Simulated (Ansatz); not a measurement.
System: Si12O23 (cell charge +1, with a compensating background) (cell with a defect).

```xyz
35
Lattice="-2.4983 4.3271 5.4570 4.9965 0.0000 5.4570 4.9965 8.6542 0.0000" Properties=species:S:1:pos:R:3 pbc="T T T"
Si    0.0924    4.3647    5.4556
Si    1.1963    2.1472    1.7760
Si    3.6681   11.0196    3.5934
O    -0.8653    5.0650    6.5735
O    -0.3075    1.9963    2.3686
O     3.5101    0.9982    4.6486
O     6.2160    3.3314    6.0715
O     2.2432    2.5801    2.9363
O    -0.8496    3.7521    4.2821
Si    2.6718    8.7252    5.4150
Si    3.6978    6.3731    1.8949
Si    1.1982    6.6032    3.6616
O     1.6928    9.4029    6.5308
O     2.2057    6.1124    2.4687
O     3.7577    7.6826    0.9301
O     4.6896    6.6663    3.1927
O     1.7304    7.9971    4.3052
Si    5.1222    4.2956    5.3991
Si    3.7161    6.4731    7.2612
Si    3.6859    2.1973    3.5652
O     4.2968    5.1652    6.4510
O     2.2578    6.0920    7.8771
O     1.1187    5.4522    4.8111
O     3.6371    7.6683    6.1785
O     4.7230    6.8697    8.4695
O     4.2165    3.5824    4.2885
Si    7.6914    8.6044    5.5778
Si    6.1534   10.6968    7.3054
Si    6.1914    6.4585    3.7150
O     6.6951    9.3406    6.6149
O     4.7179   10.3029    8.0391
O     3.6368    9.8177    4.6933
O     0.9395    3.1844    6.1827
O     7.1693   11.2420    8.4447
O     6.7246    7.6095    4.6766
```

PAW files of the earlier set (soft_1); spin-polarised.

Theory: DFT PBE, scalar-relativistic, plane waves, PAW in Ansatz 0.2.0.

What will maps of the valence pseudo-density and electron localisation function show?

Si–O (1.62 Å): ρ at the midpoint is about 1.2 e/Å³; the ELF peaks at about 0.85 between the atoms: a polar covalent bond.
Si–O (1.62 Å): the density is about 1.2 e/Å³ at the midpoint; the ELF peaks at about 0.85 between the atoms: a polar covalent bond.

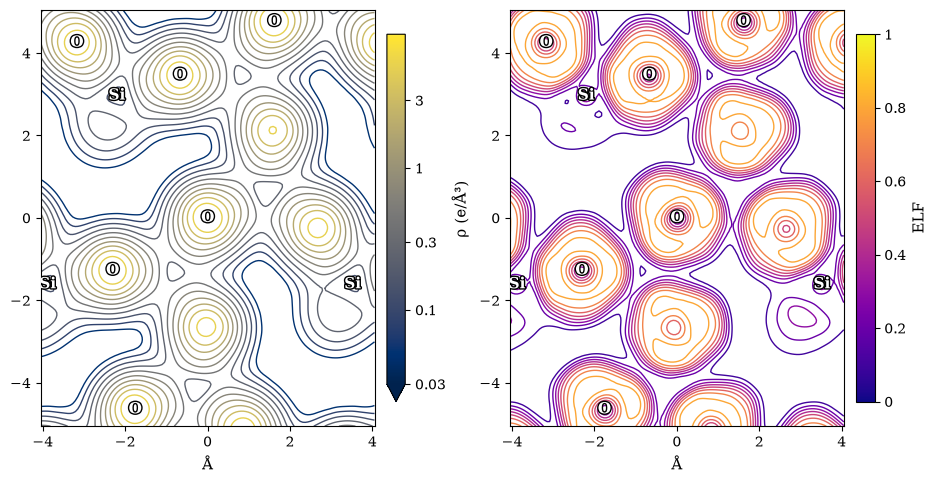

Computed valence pseudo-density and electron localisation function on the (100) plane of the calculation cell, in this order. Atoms just off the plane (Si, 0.3 Å away and O, 0.3 Å away) can leave unmarked features too.

In a PAW calculation such maps are meaningful between the atoms, not at the nuclei.
